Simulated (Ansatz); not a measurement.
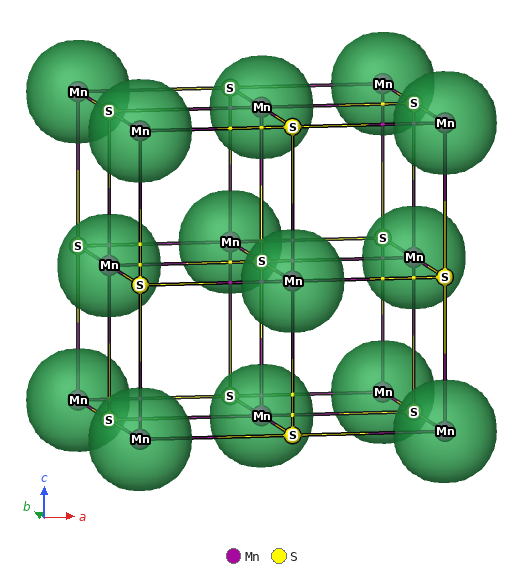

*MnS. Isosurface of the spin density at +0.3 e/Å³ (green), seen slightly off an axis. Sticks mark near contacts.*

Space group Fm-3m; spin-polarised.

These are results of Kohn-Sham DFT of a periodic cell, PBEsol with D3(BJ), Ansatz PAW (Ansatz), not measurements.

The density is the valence pseudo-density of a PAW calculation; it isn't the true density close to the nuclei.

Describe the spin distribution.

The spin density sits on Mn: +3.8 μB (×4) in one cell of 8 atoms, with smaller moments on other sites: S (up to +0.11 μB): parallel main moments, as they must be, since the calculation's own cell holds one magnetic site. The cell of the calculation (2 atoms) carries 4.3 μB of net spin moment.
